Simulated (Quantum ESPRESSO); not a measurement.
# Highest zone-boundary phonon of body-centred tetragonal Si against plane-wave cutoff, LDA linear response

We have to choose a wave-function cutoff for phonon runs on silicon that is high enough for reliable frequencies and no dearer than necessary. Force constants enter thermal transport, phase stability and electron–phonon coupling, so a basis error in them is passed on to each of these. The crystal here is the one-atom I4/mmm form, not the diamond structure of wafers, and its three modes at the chosen wavevector are all acoustic branches. We follow the highest of them at fixed geometry, in LDA with a norm-conserving PseudoDojo potential. Changes are counted from the 40 Ry run, which is the finest shown but need not be fully converged; no comparison with experiment is made.

## Method

Each crystal was relaxed once and then held fixed while the wave-function cutoff alone was changed. Program: Quantum ESPRESSO 7.5, plane waves, LDA, scalar-relativistic, no spin-orbit coupling, no spin. Crystals and potentials: Si (I4/mmm, 1 atoms), PseudoDojo. The k mesh is fixed within a crystal: Si 16×16×16. Occupations: cold smearing. Modes by linear response at one wavevector. Times are rough, from shared Arm server processors. The same in all rows: wavevector of the run, in fractions of the reciprocal vectors: (0.5, 0, 0).

Notes on method and selection:

- The reference is the finest run of each crystal, which need not be fully converged.
- Published potential sets: PseudoDojo (norm-conserving).
- The coarsest settings were run to show the error; the highest mode is taken by rank and may there belong to another branch.
- Runs that did not converge, have known faults or may not be shown are not listed, and runs on Ansatz's PAW sets soft_1 and soft_2 are kept to separate tables.

Columns:

- cutoff (Ry): wave-function cutoff.
- frequency change (%): change of the highest mode at the wavevector against the run at the highest cutoff of the same crystal.
- highest mode (cm⁻¹): highest mode at the wavevector, as the response program prints it (no sum rule, no LO-TO term).
- pressure (GPa): pressure of the ground-state run, compression positive.
- cost (core-s): processor time, shared machines, rough.

## Results

| member | cutoff (Ry) | frequency change (%) | highest mode (cm⁻¹) | pressure (GPa) | cost (core-s) | remark |
| --- | --- | --- | --- | --- | --- | --- |
| 11 Ry | 11 | 6.637 | 326.6 | −13.17 | 39 |  |
| 16 Ry | 16 | −0.947 | 303.4 | −3.18 | 58 |  |
| 21 Ry | 21 | ? | ? | ? | 65 |  |
| 26 Ry | 26 | 0.372 | 307.5 | 0.03 | 140 |  |
| 32 Ry | 32 | 0.095 | 306.6 | 0.07 | 150 |  |
| 40 Ry | 40 | 0.000 | 306.3 | 0.13 | 260 | from the Materials Project, whose computed structures hold known and hypothetical phases |

Cells marked ? are withheld until the estimate has been made.

## Interpretation

The frequency does not approach its 40 Ry value from one side. It is 6.637 % too high at 11 Ry, 0.947 % too low at 16 Ry, and too high again by 0.372 % at 26 Ry and 0.095 % at 32 Ry. From 11 to 16 Ry the mean slope is (303.4 − 326.6) / 5 = −4.64 cm⁻¹ per Ry; from 26 to 40 Ry it is (306.3 − 307.5) / 14 = −0.086 cm⁻¹ per Ry.

The cell is held fixed, so a changing bond length is not the cause. A low cutoff removes the short-wavelength part of the wave functions near the ion cores, and with it part of their response to a displacement. The total energy can only fall as plane waves are added, but a frequency follows from a second derivative of the energy, $\omega \propto \sqrt{k}$ with $k$ the force constant, and its error may take either sign. At 11 Ry the force constant is too stiff by a factor of (326.6 / 306.3)² = 1.137. The mode keeps its symmetry label at every cutoff, which speaks against a swap with a branch of another symmetry as the source of this error.

The pressure shows why the modest frequency error at 16 Ry should not be taken for convergence. It still differs from the 40 Ry value by −3.18 − 0.13 = −3.31 GPa, a false tension that arises because stretching the cell with a fixed set of plane waves lowers the effective cutoff. The two lower modes also shift by a larger fraction than the highest one at the coarsest cutoffs.

Cost rises by 260 / 39 = 6.7 from 11 to 40 Ry, close to the growth in the number of plane waves, (40 / 11)^1.5 = 6.9. For this mode we would use 32 Ry where 0.1 % matters and 26 Ry where 0.5 % is enough. Other wavevectors and the diamond structure need their own check.

## A prediction

Plain estimates from the members shown:

- 21 Ry, straight-line interpolation between 16 Ry and 26 Ry: w = (21 − 16) / (26 − 16) = 0.500, so −0.947 + 0.500 × (0.372 − (−0.947)) = −0.287 %

The straight line between 16 and 26 Ry gives −0.287 %, but it assumes that the basis error fades evenly with cutoff. The pressure fades much faster at first, so we let the frequency follow a geometric decay with the rate taken from the pressure.

Measured from the 40 Ry run, the pressure error shrinks from 3.31 GPa at 16 Ry to 0.10 GPa at 26 Ry. The factor per 5 Ry is $q = \sqrt{0.10/3.31} = 0.174$, and the share of the change completed at the midpoint is $1/(1+q)$, that is 1 / (1 + 0.174) = 0.852. The estimate is then −0.947 + 0.852 × (0.372 + 0.947) = 0.177 %.

We tried the same route on 16 Ry, using 11 and 26 Ry as end points. The pressure error at 11 Ry is 13.17 + 0.13 = 13.30 GPa, and the frequency change between the end points is 6.637 − 0.372 = 6.265 points. Then $q = (0.10/13.30)^{1/3} = 0.196$, the share completed after one of three steps is (1 − 0.196) / (1 − 0.196³) = 0.810, and the result is 6.637 − 0.810 × 6.265 = 1.56 %, against −0.947 % in the table. The miss of 1.56 + 0.947 = 2.51 points is large, though a straight line between the same end points gives 6.637 − 6.265 / 3 = 4.55 % and misses by more than twice as much.

As a fraction of the interval bridged, the miss is 2.51 / 6.265 = 0.40. Applied to the present interval it gives 0.40 × 1.319 = 0.53 points, which we take as one standard deviation. The sign of the change at 21 Ry therefore remains open.

**Committed estimate, 21 Ry: frequency change = 0.2 ± 0.5 %.**

## Outcome

| member | cutoff (Ry) | frequency change (%) | highest mode (cm⁻¹) | pressure (GPa) | cost (core-s) |
| --- | --- | --- | --- | --- | --- |
| 21 Ry | 21 | 1.234 | 310.1 | −0.29 | 65 |

| member | estimate | frequency change (%) | computed | estimate − computed | miss in error bars |
| --- | --- | --- | --- | --- | --- |
| 21 Ry | committed | 0.200 | 1.234 | −1.034 | 2.1 |
| 21 Ry | interpolation | −0.287 | 1.234 | −1.522 |  |

frequency change (%) against cutoff (Ry):

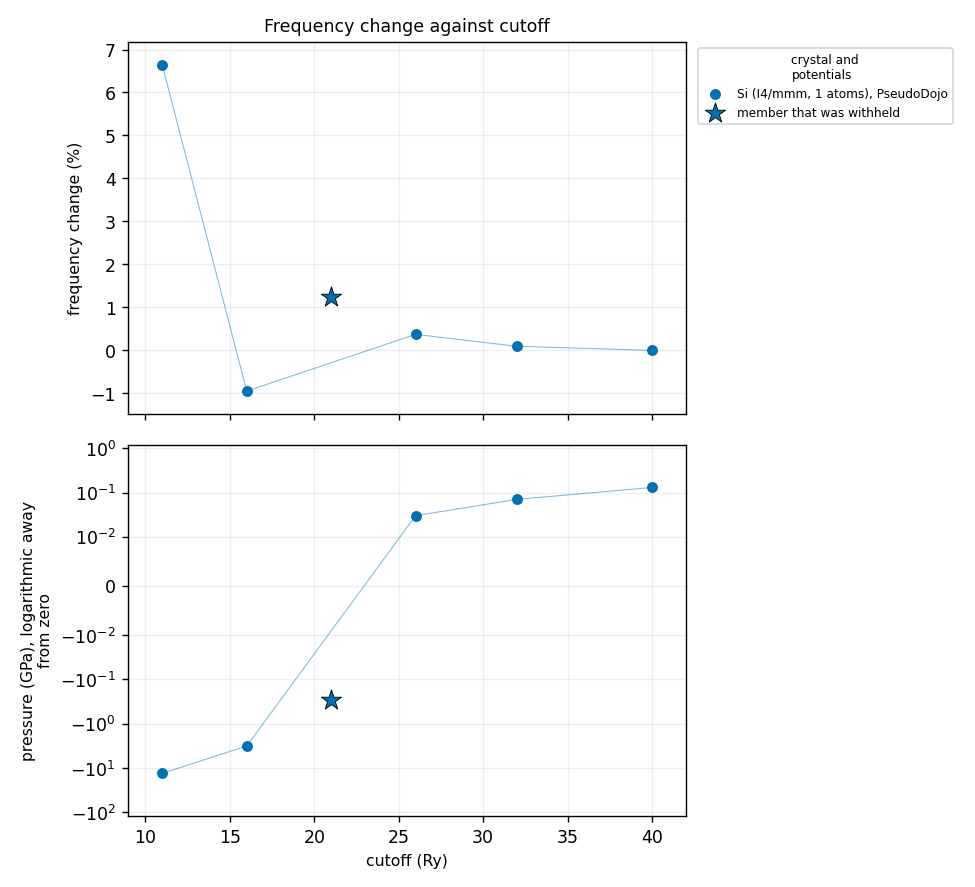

The estimate of 0.2 ± 0.5 % missed. The computed change at 21 Ry is 1.234 %, which is 2.1 error bars higher. The straight line did worse, with a miss of 1.522 points against 1.034.

The pressure part of the argument held roughly. Our decay factor implied a pressure error of 3.31 × 0.174 = 0.58 GPa at 21 Ry, and the table gives 0.13 + 0.29 = 0.42 GPa. What failed was the step from pressure to frequency. The 21 Ry value lies above both neighbours, −0.947 % and 0.372 %, so no weighting between those two could have reached it. Our trial on 16 Ry had already given this warning, because that value also lay outside its end points.

The ground-state pressure error therefore does not set the course of the frequency error, which changes sign twice along the rows while the pressure error keeps its sign and shrinks.

## Departures from the trend

The 11 Ry run has the largest error, 326.6 − 306.3 = +20.3 cm⁻¹. It is the coarsest basis and also has the largest pressure error, so plain truncation of the wave functions is the likeliest reason.

The 16 Ry run stands out by sign. Without it the changes fall steadily from 6.637 % to zero; with it the series dips to −0.947 % and comes back to 1.234 %. Its pressure fits the steady decay of the other rows, so the irregularity shows in the frequency and not in the pressure. One possible source is the real-space grid for the density. If that grid grows with the cutoff, it does so in steps, and a coarse grid makes the energy depend slightly on where the atom sits between grid points. This adds a false force constant of either sign, which stays in the printed frequencies because no sum rule is applied. The small error at 16 Ry may then be a partial cancellation; it is no sign of a better basis than at 21 Ry.

## Cost

Going from 21 to 40 Ry multiplies the processor time by 260 / 65 = 4.0 and removes a frequency error of 1.234 %, counted from the 40 Ry run. The 26 and 32 Ry runs cost the same within the roughness of the timings, 140 and 150 core-s, while the error falls from 0.372 % to 0.095 %. We therefore drop our earlier suggestion of 26 Ry for less demanding work and would use 32 Ry throughout. For this one-atom cell the saving from a lower cutoff is a few core-minutes per wavevector, which matters only when many wavevectors or much larger cells are run.

## Summary

From 26 Ry upward the shown frequencies of this mode agree with the 40 Ry run to within 0.4 %. Below that, neighbouring cutoffs do not give a usable estimate: both routes missed 21 Ry by at least one percentage point. A small error at a single low cutoff, as at 16 Ry, is no evidence of convergence either.

In units of practice, with 1 cm⁻¹ = 0.124 meV, the error in the phonon energy is (310.1 − 306.3) × 0.124 = 0.47 meV at 21 Ry and (306.6 − 306.3) × 0.124 = 0.04 meV at 32 Ry.

Once the cutoff is 26 Ry or more, other choices are likely to weigh more than the basis. A gradient-corrected functional at its own relaxed volume usually lowers phonon frequencies by a few per cent against LDA, and heating to room temperature typically softens them by roughly 1 %. These are general sizes, not results for this crystal.
